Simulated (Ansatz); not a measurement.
Geometry relaxation of Ni12Si5 (part 2 of 3)

Ni12Si5 (P1, 17 atoms in the cell); DFT r2SCAN, scalar-relativistic, plane waves, PAW (Ansatz 0.2.0); cutoff 500 eV, 3×3×3 k-mesh, Gaussian smearing of 0.1 eV. The structure was built on a prototype by a generator; it need not be a known phase. The run did not end well. It belongs to a series of runs on one base structure; here: 1 of 6 Si atoms taken out at random. The run did not end well; see the last part.

Geometry of the input (Å; fractional positions):
```
1.9348  -3.3511  4.9268
1.9348  3.3511  4.9268
-3.8695  0.0000  4.9268
Si 0.9143  0.5791  0.2476
Si 0.2579  0.9155  0.5785
Si 0.5799  0.2502  0.9150
Si 0.4136  0.7493  0.0846
Si 0.7559  0.0804  0.4196
Ni 0.9950  0.0004  0.9962
Ni 0.3275  0.3325  0.3350
Ni 0.6654  0.6650  0.6715
Ni 0.5034  0.5000  0.4979
Ni 0.8310  0.8329  0.8361
Ni 0.1709  0.1637  0.1716
Ni 0.7462  0.4240  0.0780
Ni 0.0785  0.7486  0.4196
Ni 0.4173  0.0843  0.7458
Ni 0.2397  0.5861  0.9175
Ni 0.5848  0.9102  0.2535
Ni 0.9196  0.2513  0.5810
```

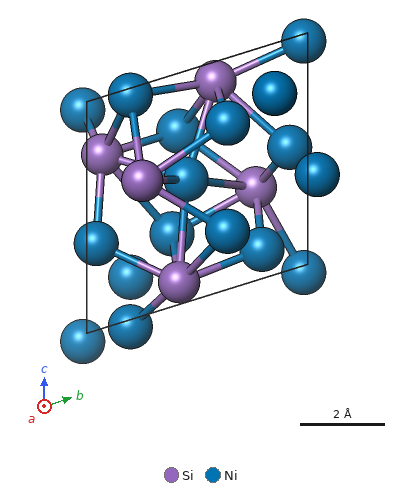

*The geometry at step 5 of the log (ball-and-stick view of the reduced cell, along the a axis).*

### The program's output, continued
```
SCF iter   1: F=-73345.242161 eV  HF=-73344.900286 eV  |F-HF|=3.42e-1  |Δ(HF+E_count)|=         —  Δρ=7.78e-3  dr2=1.04e-1  dr2_τ=5.19e-1  ethr=4.46e-5  ⟨swp⟩=2.0  Hψ=8484  notcnv=0
preconditioner: auto → Kerker (q_TF=auto, 2.834 Å⁻¹)  [metal: Δε(μ)=0.059 eV  Ē_g=7.604 eV  σ=0.100 eV  W_gap=0.32  n_scr=64 (ndim 8)  ℏωp=32.0 eV  f_vac=0.006  D(μ)=6.82/eV (n_scr^D=56)]
SCF iter   2: F=-73345.093450 eV  HF=-73345.359556 eV  |F-HF|=2.66e-1  |Δ(HF+E_count)|=   4.59e-1  Δρ=1.39e-2  dr2=2.72e-1  dr2_τ=1.31e-3  ethr=4.42e-5  ⟨swp⟩=2.1  Hψ=4019  notcnv=0  recentre
SCF iter   3: F=-73345.319626 eV  HF=-73345.343300 eV  |F-HF|=2.37e-2  |Δ(HF+E_count)|=   1.63e-2  Δρ=4.56e-3  dr2=3.18e-2  dr2_τ=3.16e-4  ethr=4.42e-5  ⟨swp⟩=2.1  Hψ=2895  notcnv=0
SCF iter   4: F=-73345.337503 eV  HF=-73345.341868 eV  |F-HF|=4.37e-3  |Δ(HF+E_count)|=   1.43e-3  Δρ=2.10e-3  dr2=7.01e-3  dr2_τ=2.85e-4  ethr=1.35e-5  ⟨swp⟩=1.0  Hψ=2044  notcnv=0
SCF iter   5: F=-73345.338458 eV  HF=-73345.341180 eV  |F-HF|=2.72e-3  |Δ(HF+E_count)|=   6.88e-4  Δρ=1.26e-3  dr2=3.35e-3  dr2_τ=7.69e-5  ethr=2.97e-6  ⟨swp⟩=2.9  Hψ=3812  notcnv=0
SCF iter   6: F=-73345.339714 eV  HF=-73345.341069 eV  |F-HF|=1.35e-3  |Δ(HF+E_count)|=   1.11e-4  Δρ=1.12e-3  dr2=1.71e-3  dr2_τ=1.94e-5  ethr=1.42e-6  ⟨swp⟩=1.0  Hψ=2044  notcnv=0
SCF iter   7: F=-73345.340819 eV  HF=-73345.340985 eV  |F-HF|=1.66e-4  |Δ(HF+E_count)|=   8.39e-5  Δρ=5.61e-4  dr2=3.48e-4  dr2_τ=2.48e-6  ethr=7.25e-7  ⟨swp⟩=1.0  Hψ=2044  notcnv=0
SCF iter   8: F=-73345.339618 eV  HF=-73345.340877 eV  |F-HF|=1.26e-3  |Δ(HF+E_count)|=   1.07e-4  Δρ=9.36e-4  dr2=1.28e-3  dr2_τ=4.36e-6  ethr=1.47e-7  ⟨swp⟩=2.0  Hψ=3641  notcnv=0  recentre
SCF iter   9: F=-73345.340770 eV  HF=-73345.340785 eV  |F-HF|=1.49e-5  |Δ(HF+E_count)|=   9.28e-5  Δρ=1.66e-4  dr2=3.45e-5  dr2_τ=5.65e-7  ethr=1.47e-7  ⟨swp⟩=2.0  Hψ=3472  notcnv=0
SCF iter  10: F=-73345.340765 eV  HF=-73345.340784 eV  |F-HF|=1.85e-5  |Δ(HF+E_count)|=   7.59e-7  Δρ=1.34e-4  dr2=2.65e-5  dr2_τ=2.13e-7  ethr=1.46e-8  ⟨swp⟩=2.9  Hψ=3547  notcnv=0
SCF iter  11: F=-73345.340774 eV  HF=-73345.340785 eV  |F-HF|=1.08e-5  |Δ(HF+E_count)|=   1.15e-6  Δρ=9.55e-5  dr2=1.42e-5  dr2_τ=1.04e-7  ethr=1.12e-8  ⟨swp⟩=2.6  Hψ=3258  notcnv=0
SCF iter  12: F=-73345.340781 eV  HF=-73345.340786 eV  |F-HF|=4.60e-6  |Δ(HF+E_count)|=   7.80e-7  Δρ=6.16e-5  dr2=6.27e-6  dr2_τ=3.64e-8  ethr=6.03e-9  ⟨swp⟩=2.4  Hψ=3620  notcnv=0
SCF iter  13: F=-73345.340784 eV  HF=-73345.340786 eV  |F-HF|=2.39e-6  |Δ(HF+E_count)|=   9.67e-8  Δρ=4.16e-5  dr2=3.06e-6  dr2_τ=1.22e-8  ethr=2.66e-9  ⟨swp⟩=2.0  Hψ=2759  notcnv=0
SCF iter  14: F=-73345.340785 eV  HF=-73345.340786 eV  |F-HF|=5.65e-7  |Δ(HF+E_count)|=   7.93e-8  Δρ=2.62e-5  dr2=1.02e-6  dr2_τ=6.80e-9  ethr=7.20e-10  ⟨swp⟩=6.4  Hψ=8807  notcnv=0
SCF 2 converged in 14 iterations: F = -73345.340785 eV  dr2 = 1.02e-6
[... from here on the iterations of each SCF are left out, up to the last one ...]
relax step   2: F+E_penalty+E_count = -73345.34078533 eV  Δ(F+E_penalty+E_count) = -2.698e-1 eV  max|allowed force component| = 6.276e-1 eV/Å  Δτ_max = 0.0460 Å  P = -2.437 GPa  Ω = 188.070 Å³  energy of the carried Pulay correction = +2.990e-3 eV  (14 SCF iters, dr2 threshold 1.70e-6 eV, accepted)
Crystal: 17 atoms, lattice volume = 183.617 Å³
Basis set: ecut = 500 eV, 4633 PW (Γ), exchange–correlation on 192×192×192 points (64 copies of the dense FFT grid, shifted against one another)
preconditioner: auto → Kerker (q_TF=auto, 2.845 Å⁻¹)  [metal: Δε(μ)=0.113 eV  Ē_g=7.724 eV  σ=0.100 eV  W_gap=0.48  n_scr=64 (ndim 8)  ℏωp=32.4 eV  f_vac=0.001  D(μ)=7.71/eV (n_scr^D=58)]
SCF 3 converged in 18 iterations: F = -73345.892204 eV  dr2 = 5.65e-7
relax step   3: F+E_penalty+E_count = -73345.89220361 eV  Δ(F+E_penalty+E_count) = -5.514e-1 eV  max|allowed force component| = 4.604e-1 eV/Å  Δτ_max = 0.2000 Å  P = -0.258 GPa  Ω = 183.617 Å³  energy of the carried Pulay correction = +6.774e-3 eV  (18 SCF iters, dr2 threshold 1.70e-6 eV, accepted)
Crystal: 17 atoms, lattice volume = 181.340 Å³
Basis set: ecut = 500 eV, 4615 PW (Γ), exchange–correlation on 192×192×192 points (64 copies of the dense FFT grid, shifted against one another)
preconditioner: auto → Kerker (q_TF=auto, 2.851 Å⁻¹)  [metal: Δε(μ)=0.038 eV  Ē_g=7.818 eV  σ=0.100 eV  W_gap=0.21  n_scr=64 (ndim 8)  ℏωp=32.6 eV  f_vac=0.001  D(μ)=7.37/eV (n_scr^D=58)]
SCF 4 converged in 19 iterations: F = -73346.286345 eV  dr2 = 2.21e-7
relax step   4: F+E_penalty+E_count = -73346.28634498 eV  Δ(F+E_penalty+E_count) = -3.941e-1 eV  max|allowed force component| = 5.119e-1 eV/Å  Δτ_max = 0.2000 Å  P = +0.797 GPa  Ω = 181.340 Å³  energy of the carried Pulay correction = +8.744e-3 eV  (19 SCF iters, dr2 threshold 1.70e-6 eV, accepted)
Crystal: 17 atoms, lattice volume = 180.796 Å³
Basis set: ecut = 500 eV, 4607 PW (Γ), exchange–correlation on 192×192×192 points (64 copies of the dense FFT grid, shifted against one another)
preconditioner: auto → Kerker (q_TF=auto, 2.852 Å⁻¹)  [metal: Δε(μ)=0.029 eV  Ē_g=7.829 eV  σ=0.100 eV  W_gap=0.16  n_scr=64 (ndim 8)  ℏωp=32.7 eV  f_vac=0.001  D(μ)=7.37/eV (n_scr^D=58)]
SCF 5 converged in 17 iterations: F = -73346.586924 eV  dr2 = 6.75e-7
relax step   5: F+E_penalty+E_count = -73346.58692430 eV  Δ(F+E_penalty+E_count) = -3.006e-1 eV  max|allowed force component| = 3.721e-1 eV/Å  Δτ_max = 0.1906 Å  P = +0.695 GPa  Ω = 180.796 Å³  energy of the carried Pulay correction = +9.219e-3 eV  (17 SCF iters, dr2 threshold 1.70e-6 eV, accepted)
Crystal: 17 atoms, lattice volume = 181.887 Å³
Basis set: ecut = 500 eV, 4661 PW (Γ), exchange–correlation on 192×192×192 points (64 copies of the dense FFT grid, shifted against one another)
preconditioner: auto → Kerker (q_TF=auto, 2.849 Å⁻¹)  [metal: Δε(μ)=0.024 eV  Ē_g=7.800 eV  σ=0.100 eV  W_gap=0.13  n_scr=64 (ndim 8)  ℏωp=32.6 eV  f_vac=0.001  D(μ)=8.60/eV (n_scr^D=64)]
SCF 6 converged in 16 iterations: F = -73346.708285 eV  dr2 = 5.84e-7
  greatest PAW one-centre occupation: 1.001 electrons in one spin orbital (limit 2), on the Ni atom at site 6 (counted from 0), in its partial waves of l = 1
relax step   6: F+E_penalty+E_count = -73346.70828509 eV  Δ(F+E_penalty+E_count) = -1.214e-1 eV  max|allowed force component| = 9.451e-2 eV/Å  Δτ_max = 0.1609 Å  P = +0.201 GPa  Ω = 181.887 Å³  energy of the carried Pulay correction = +8.269e-3 eV  (16 SCF iters, dr2 threshold 1.70e-6 eV, accepted)
Crystal: 17 atoms, lattice volume = 181.961 Å³
Basis set: ecut = 500 eV, 4631 PW (Γ), exchange–correlation on 192×192×192 points (64 copies of the dense FFT grid, shifted against one another)
iter 1 solved again at ethr=2.64e-6 eV; its pass at ethr=3.10e-3 eV (dr2=6.23e-3 eV) is discarded
SCF iter   1: F=-73346.709424 eV  HF=-73346.688193 eV  |F-HF|=2.12e-2  |Δ(HF+E_count)|=         —  Δρ=1.83e-3  dr2=5.72e-3  dr2_τ=3.38e-2  ethr=2.64e-6  ⟨swp⟩=2.0  Hψ=8303  notcnv=0
preconditioner: auto → Kerker (q_TF=auto, 2.849 Å⁻¹)  [metal: Δε(μ)=0.094 eV  Ē_g=7.834 eV  σ=0.100 eV  W_gap=0.44  n_scr=64 (ndim 8)  ℏωp=32.6 eV  f_vac=0.001  D(μ)=8.86/eV (n_scr^D=76)]
SCF iter   2: F=-73346.708974 eV  HF=-73346.715048 eV  |F-HF|=6.07e-3  |Δ(HF+E_count)|=   2.69e-2  Δρ=2.10e-3  dr2=6.67e-3  dr2_τ=5.38e-5  ethr=2.42e-6  ⟨swp⟩=2.0  Hψ=3631  notcnv=0
SCF iter   3: F=-73346.711025 eV  HF=-73346.714991 eV  |F-HF|=3.97e-3  |Δ(HF+E_count)|=   5.73e-5  Δρ=1.76e-3  dr2=4.32e-3  dr2_τ=2.14e-5  ethr=2.42e-6  ⟨swp⟩=2.0  Hψ=2547  notcnv=0
SCF iter   4: F=-73346.714421 eV  HF=-73346.714734 eV  |F-HF|=3.14e-4  |Δ(HF+E_count)|=   2.57e-4  Δρ=5.12e-4  dr2=4.79e-4  dr2_τ=1.12e-5  ethr=1.83e-6  ⟨swp⟩=1.0  Hψ=2044  notcnv=0
SCF iter   5: F=-73346.714186 eV  HF=-73346.714507 eV  |F-HF|=3.21e-4  |Δ(HF+E_count)|=   2.27e-4  Δρ=4.35e-4  dr2=3.59e-4  dr2_τ=2.34e-6  ethr=2.03e-7  ⟨swp⟩=2.0  Hψ=2634  notcnv=0
SCF iter   6: F=-73346.714435 eV  HF=-73346.714486 eV  |F-HF|=5.15e-5  |Δ(HF+E_count)|=   2.08e-5  Δρ=2.30e-4  dr2=7.46e-5  dr2_τ=5.75e-7  ethr=1.52e-7  ⟨swp⟩=1.0  Hψ=1988  notcnv=0
SCF iter   7: F=-73346.714472 eV  HF=-73346.714482 eV  |F-HF|=1.06e-5  |Δ(HF+E_count)|=   3.88e-6  Δρ=1.24e-4  dr2=2.16e-5  dr2_τ=3.04e-7  ethr=3.16e-8  ⟨swp⟩=1.1  Hψ=1990  notcnv=0
SCF iter   8: F=-73346.714445 eV  HF=-73346.714484 eV  |F-HF|=3.93e-5  |Δ(HF+E_count)|=   1.78e-6  Δρ=1.76e-4  dr2=4.16e-5  dr2_τ=1.76e-7  ethr=9.13e-9  ⟨swp⟩=2.0  Hψ=3559  notcnv=0
SCF iter   9: F=-73346.714480 eV  HF=-73346.714481 eV  |F-HF|=9.15e-7  |Δ(HF+E_count)|=   2.97e-6  Δρ=4.59e-5  dr2=2.67e-6  dr2_τ=3.63e-8  ethr=9.13e-9  ⟨swp⟩=2.0  Hψ=3397  notcnv=0
SCF iter  10: F=-73346.714474 eV  HF=-73346.714482 eV  |F-HF|=8.19e-6  |Δ(HF+E_count)|=   9.22e-7  Δρ=7.75e-5  dr2=8.87e-6  dr2_τ=3.59e-8  ethr=4.34e-10  ⟨swp⟩=6.4  Hψ=8957  notcnv=0  recentre
SCF iter  11: F=-73346.714481 eV  HF=-73346.714481 eV  |F-HF|=4.41e-7  |Δ(HF+E_count)|=   5.10e-7  Δρ=2.91e-5  dr2=1.16e-6  dr2_τ=1.08e-8  ethr=1.13e-9  ⟨swp⟩=2.0  Hψ=2478  notcnv=0
SCF iter  12: F=-73346.714481 eV  HF=-73346.714482 eV  |F-HF|=3.46e-7  |Δ(HF+E_count)|=   2.83e-7  Δρ=1.74e-5  dr2=4.65e-7  dr2_τ=2.15e-9  ethr=4.34e-10  ⟨swp⟩=4.0  Hψ=6987  notcnv=0
SCF 7 converged in 12 iterations: F = -73346.714481 eV  dr2 = 4.65e-7
  greatest PAW one-centre occupation: 1.001 electrons in one spin orbital (limit 2), on the Ni atom at site 13 (counted from 0), in its partial waves of l = 1
relax step   7: F+E_penalty+E_count = -73346.71448143 eV  Δ(F+E_penalty+E_count) = -6.196e-3 eV  max|allowed force component| = 6.115e-3 eV/Å  Δτ_max = 0.0175 Å  P = -0.038 GPa  Ω = 181.961 Å³  energy of the carried Pulay correction = +8.204e-3 eV  (12 SCF iters, dr2 threshold 1.03e-6 eV, accepted)
Initial wavefunctions: pseudopotential atomic-orbital guess (no wavefunctions were taken with the density)
iter 1 solved again at ethr=2.08e-7 eV; its pass at ethr=3.10e-3 eV (dr2=4.91e-4 eV) is discarded
SCF iter   1: F=-73346.707147 eV  HF=-73346.707149 eV  |F-HF|=2.03e-6  |Δ(HF+E_count)|=         —  Δρ=1.60e-4  dr2=1.23e-5  dr2_τ=1.50e-5  ethr=2.08e-7  ⟨swp⟩=4.0  Hψ=13004  notcnv=0
preconditioner: auto → Kerker (q_TF=auto, 2.849 Å⁻¹)  [metal: Δε(μ)=0.093 eV  Ē_g=7.834 eV  σ=0.100 eV  W_gap=0.44  n_scr=64 (ndim 8)  ℏωp=32.6 eV  f_vac=0.001  D(μ)=8.79/eV (n_scr^D=76)]
Step cancelled. What follows is not a result of the run: it is the report of the last solve that finished, which converged after 12 SCF iterations.
Free energy (F): -73346.714481 eV
Harris-Foulkes:  -73346.714482 eV  (|F-HF|=3.46e-7)
Internal energy: -73346.670516 eV  (E = F + TS)
E sigma→0 (E₀):  -73346.692499 eV
Entropy (-TS):   -0.043966 eV (-2.586 meV/atom)
Fermi energy:    17.308311 eV
--- Per-component energies (eV) ---
  E_band       = -3669.977867
  E_kinetic    = 3642.510944
  E_local      = -46881.446751  (includes V_loc(G=0)·N_el)
  E_nonlocal   = 7825.161256
  E_hartree    = 20049.973349
  E_xc         = -1220.330170
  E_vxc        = -1681.978580  (∫ρ·V_xc dr)
  E_paw        = -22354.832020  (= ΣΔE_a)
  E_vpaw       = -6791.632610  (= ΣTr[D̂ρ^β])
  E_aug_tail   = 0.002716  (compensation charges beyond the density's cutoff)
  E_vtau       = 117.453839  (kinetic-family band-sum trace: ∫τ·v_τ [+ j·A + Jᵃ·Aᵃ] dr)
  E_ewald      = -34403.726851
  E_core_change = -3.982988  (= ΣΔE_core)
  E_smearing   = -0.043966  (= −TS)
  E_closure    = 0.000000  (closes the sum)
  Σ components = -73346.714481   (vs F -73346.714481, Δ=0.00e0)
--- Forces (eV/Å), atoms counted from 1 ---
  atom   1  Si    -0.00010515    -0.00478466     0.00036555
  atom   2  Si    -0.00423590     0.00270216     0.00045628
  atom   3  Si     0.00410963     0.00222920     0.00020849
  atom   4  Si     0.00014703    -0.00014101    -0.00609484
  atom   5  Si    -0.00015655    -0.00002264     0.00524089
  atom   6  Ni     0.00285491     0.00513352    -0.00276139
  atom   7  Ni    -0.00611467     0.00066015    -0.00250361
  atom   8  Ni     0.00282622    -0.00557347    -0.00304611
  atom   9  Ni    -0.00364380     0.00501441     0.00344129
  atom  10  Ni    -0.00197889    -0.00607395     0.00283610
  atom  11  Ni     0.00586826     0.00105857     0.00286900
  atom  12  Ni     0.00434968    -0.00152727    -0.00045313
  atom  13  Ni    -0.00295036    -0.00225950     0.00019580
  atom  14  Ni    -0.00062615     0.00427074     0.00028990
  atom  15  Ni    -0.00020786    -0.00001412    -0.00570669
  atom  16  Ni    -0.00023984    -0.00052339    -0.00130969
  atom  17  Ni     0.00010348    -0.00016939     0.00596953
  max |Σ_I F_I| component: 2.06e-5 eV/Å
--- Stress (GPa, compression-positive) ---
       -0.166767       0.000103       0.001437
        0.000103      -0.166732      -0.000361
        0.001437      -0.000361      -0.196240
  P = ⅓ Tr σ = -0.1766 GPa (-1.766 kbar)
--- Band table (eV; the first three rows and the last of 14) ---
  k-point 0: bands = ["-89.8539", "-89.6293", "-89.6258", "-89.6258", "-89.6201", "-89.6201", "-89.6174", "-89.4981", "-89.4978", "-89.4348", "-89.4347", "-89.4340", "-48.8440", "-48.7815", "-48.7815", "-48.6468", "-48.6276", "-48.6276", "-48.6220", "-48.6220", "-48.6181", "-48.6151", "-48.6127", "-48.6127", "-48.5635", "-48.5635", "-48.5360", "-48.5315", "-48.5314", "-48.5171", "-48.5171", "-48.4735", "-48.4702", "-48.4630", "-48.4630", "-48.4574", "-48.4574", "-48.4426", "-48.4328", "-48.4328", "-48.3463", "-48.3437", "-48.3436", "-48.3134", "-48.2961", "-48.2960", "-48.2489", "-48.2371", "4.3067", "8.0159", "8.0160", "8.0877", "8.5756", "10.5017", "10.5708", "10.5708", "10.8261", "11.2544", "11.2545", "11.2630", "12.1976", "12.1976", "12.5761", "12.5762", "13.2153", "13.3630", "13.4856", "13.4856", "13.7060", "13.7279", "13.7279", "13.8932", "13.8932", "13.9738", "13.9738", "14.2739", "14.2739", "14.2981", "14.2981", "14.3901", "14.4543", "14.5825", "14.5825", "14.6467", "14.7125", "14.8453", "14.8453", "15.0249", "15.1585", "15.3867", "15.3868", "15.5832", "15.5832", "15.6216", "15.6930", "15.6930", "15.8405", "15.8406", "15.8591", "15.9914", "15.9914", "16.0060", "16.0060", "16.0157", "16.1241", "16.1241", "16.1287", "16.1630", "16.2876", "16.2877", "16.3459", "16.3460", "16.4418", "16.7964", "16.8539", "16.8540", "16.9585", "16.9585", "17.4081", "17.5053", "17.5836", "17.5837", "17.7953", "20.6709", "20.6709", "20.9664", "20.9665", "21.4040", "21.4577", "22.6874", "22.6876", "23.1442", "24.4935", "24.4938", "24.7602", "25.0179", "25.2325", "25.2326", "26.2011", "26.2011", "26.3182", "26.6320"]
```
